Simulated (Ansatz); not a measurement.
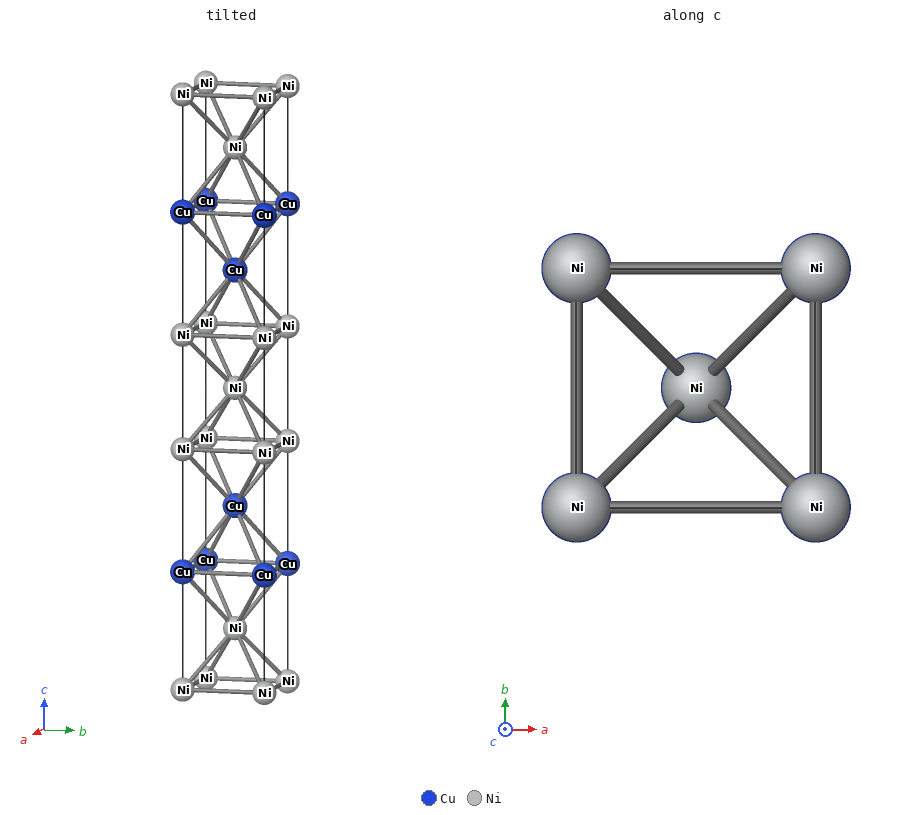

Structure drawing (ball-and-stick), viewed slightly off an axis and along the c axis. Thin lines show the conventional unit cell, with boundary atoms drawn in all their periodic places. Cell: a = 2.52 Å, b = 2.52 Å, c = 17.81 Å, α = 90.00°, β = 90.00°, γ = 90.00°.

The model was built from a structure type filled with these elements by a generator (whether the compound takes this form wasn't checked). Earlier steps of the study, as a rule a relaxation of our own, may have changed the cell and positions, so they can lie some per cent off the listed ones. A calculation with Ansatz used it as input.

**In words:**

It has the composition Cu₂Ni₃. The structure has I4/mmm (No. 139) symmetry and a body-centred tetragonal lattice. Cell content: 4 Cu, 6 Ni, that is 2 formula units. About every Cu there are eight Cu and four Ni in a cuboctahedral arrangement (about 2.5 to 2.6 Å to Cu, 2.5 Å to Ni). Ni takes two kinds of site: 2a with twelve Ni in a cuboctahedral arrangement at about 2.5 Å; 4e with eight Ni and four Cu in a cuboctahedral arrangement (about 2.5 Å to Ni, 2.5 Å to Cu). The bonds build a three-dimensional framework.

Run with DFT PBE, scalar-relativistic, plane waves, PAW (Ansatz 0.2.0) and these settings: a kinetic-energy cutoff of 420 eV, k-points about 0.18 Å⁻¹ apart, Gaussian smearing of 0.1 eV, collinear spins.

**Which atoms carry magnetic moments in this run, and how do they order?**

The state reached is ferromagnetic. Sizes: Ni 0.5 to 0.6 μB; net moment 1.5 μB in the run's cell of 5 atoms.

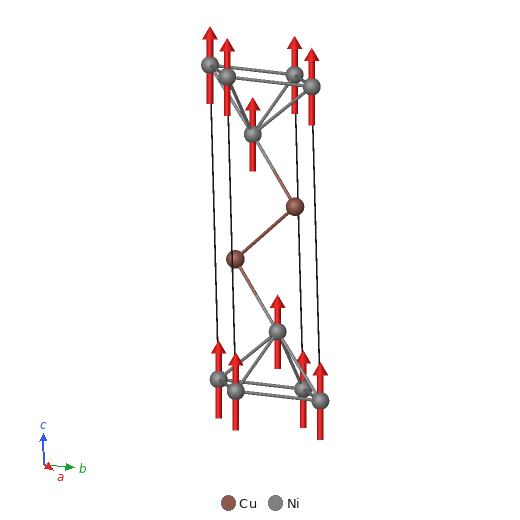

Site moments above 0.25 μB as arrows, small induced ones on non-metal atoms left out (red along the largest or up, blue against, purple across). The run's cell of 5 atoms is drawn in a reduced setting, so axes and origin can differ from the first picture.

**Metal or not?**

A metal: bands cross the Fermi level.

**How are the electrons shared out in a Bader analysis?**

Cu +0.02 e; Ni -0.01 e.

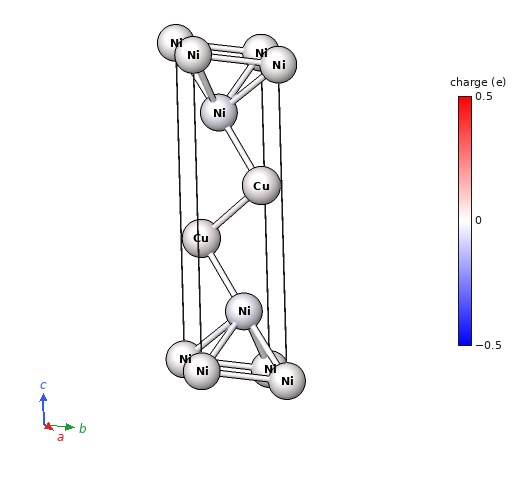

The atoms coloured by those charges. The run's cell of 5 atoms is drawn in a reduced setting, so axes and origin can differ from the first picture.

**Can this geometry be taken as optimised?**

Yes. All forces vanish to within 0.01 eV/Å. The pressure is 0.0 GPa, close to zero.
